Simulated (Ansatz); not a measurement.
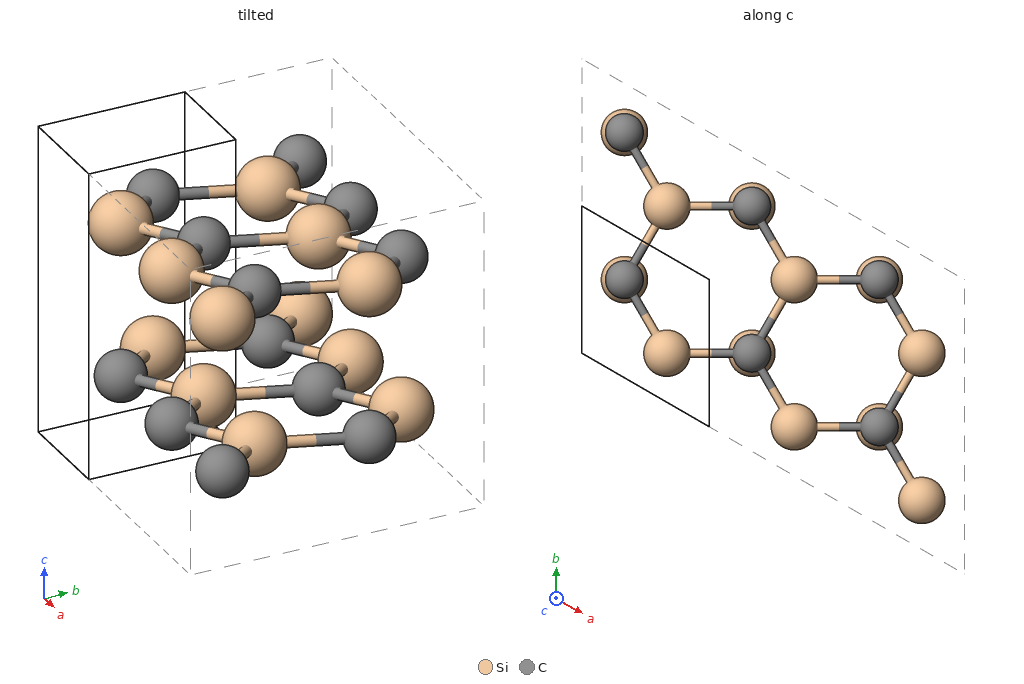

Ball-and-stick drawing of the structure, looking slightly off an axis and along the c axis. The solid box is one conventional unit cell, and 3×2×1 cells are shown.

SiC, space group P6_3/mmc (No. 194), a = 3.14 Å, b = 3.14 Å, c = 4.82 Å, α = 90.00°, β = 90.00°, γ = 120.00°.

Setup: Ansatz, DFT, HSE06, plane waves, PAW; E_cut = 420 eV, k-point mesh 6×6×4, Fermi-Dirac smearing of 0.02 eV, no spin polarisation.

Classify it as metallic or gapped, with the value.

Answer. A semiconductor at this level, with a gap of 0.16 eV, indirect; the smallest direct gap is 1.96 eV.

Source of the structure: a structure type filled with these elements by a generator (whether the compound takes this form wasn't checked). The geometry is the end of a relaxation with DFT, HSE06, plane waves, PAW in Ansatz 0.2.0.
